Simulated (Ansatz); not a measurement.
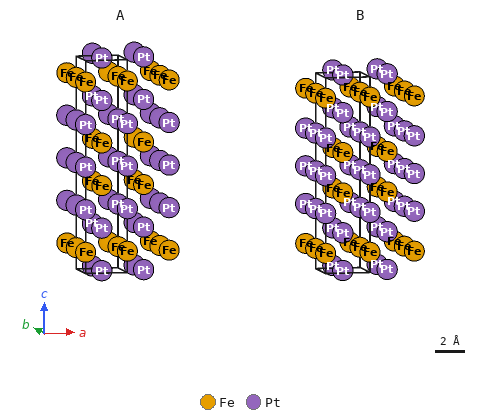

Two geometries of a crystal of Fe2Pt3 (a generated structure, set up in I4/mmm) (coarse preliminary run), drawn at one scale. One is the start of a relaxation, the other its converged end. Style: spheres-only. Shown: the conventional cell (2 times the calculation's cell), repeated 2 × 2 × 1 with one cell outlined, slightly off an axis. Lengths and directions refer to the drawn axes.

Level of theory: Ansatz 0.2.0, DFT PBE, scalar-relativistic, plane waves, PAW. (plane-wave cutoff 420 eV; k-point mesh 8 × 8 × 8; occupations gaussian; smearing width 0.1 eV; collinear spin; cell and atoms relaxed; force threshold 0.04 eV/Å; at most 70 steps)

Which geometry has the lower energy?

Structure B is the relaxed one. Over 6 accepted moves (8 points after the start) the energy falls by 114 meV per atom. The largest force component goes from 2.3 to 0.019 eV/Å. The pressure goes from 8.80 to 0.05 GPa. The line search rejected the trial step at point 5 of the run. The SCF was repeated once at an unchanged geometry on a basis and grid sized afresh for the cell, which shifted the energy by 0.7 meV per atom at most. The largest moves relative to the cell, 0.100 Å, are those of Pt atoms. By element the largest moves are Pt 0.100 Å, Fe 0.045 Å. The drawn cell changes as follows: a = b 3.050 → 3.239 Å (+6.2 %), c 15.252 → 14.019 Å (−8.1 %); the volume changes by +3.6 %. Near-neighbour distances that change, for instance: Pt–Pt 3.050 → 2.704 Å, Fe–Pt 3.050 → 2.858 Å, Fe–Fe 3.050 → 2.895 Å, Pt–Pt 2.642 → 2.795 Å. The space group stays I4/mmm (No. 139).
